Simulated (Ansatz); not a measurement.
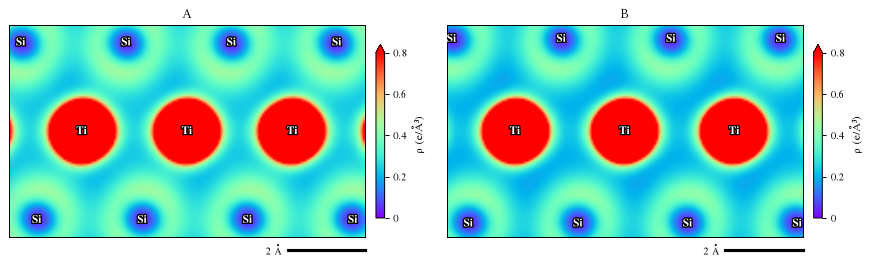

TiSi. The valence pseudo-density of two cells that differ in size, on the (011̄) plane of each (indices in the axes of the calculation cell), at one length scale and on one colour scale; one has 13.8 and the other 15.5 Å³ an atom.

Theory: Kohn-Sham DFT of a periodic cell, LDA, Ansatz PAW (Ansatz 0.2.0).

In a PAW calculation such maps are meaningful between the atoms, not at the nuclei.

The larger cell:

```cif
data_structure
_symmetry_space_group_name_H-M 'P 1'
_symmetry_Int_Tables_number 1
_cell_length_a 2.8445
_cell_length_b 2.8445
_cell_length_c 3.8785
_cell_angle_alpha 90.000
_cell_angle_beta 90.000
_cell_angle_gamma 98.764
_cell_volume 31.02
loop_
_atom_site_label
_atom_site_type_symbol
_atom_site_fract_x
_atom_site_fract_y
_atom_site_fract_z
_atom_site_occupancy
Ti1 Ti 0.50000 0.50000 0.00000 1
Si1 Si 0.00000 0.00000 0.50000 1
```

The smaller cell: a = 2.733 Å, b = 2.733 Å, c = 3.726 Å, α = 90.00°, β = 90.00°, γ = 98.76°.

Question: Which is the denser cell? Describe the effect of the change.

Answer: Panel A is the smaller cell, by 11 % in volume. From the larger cell to the smaller, Ti–Si goes from 2.68 to 2.58 Å, and the density at its midpoint from 0.27 to 0.31 e/Å³; Ti–Ti goes from 2.84 to 2.73 Å, and the density at its midpoint from 0.23 to 0.26 e/Å³; the pressure goes from −14 to 0.7 GPa.
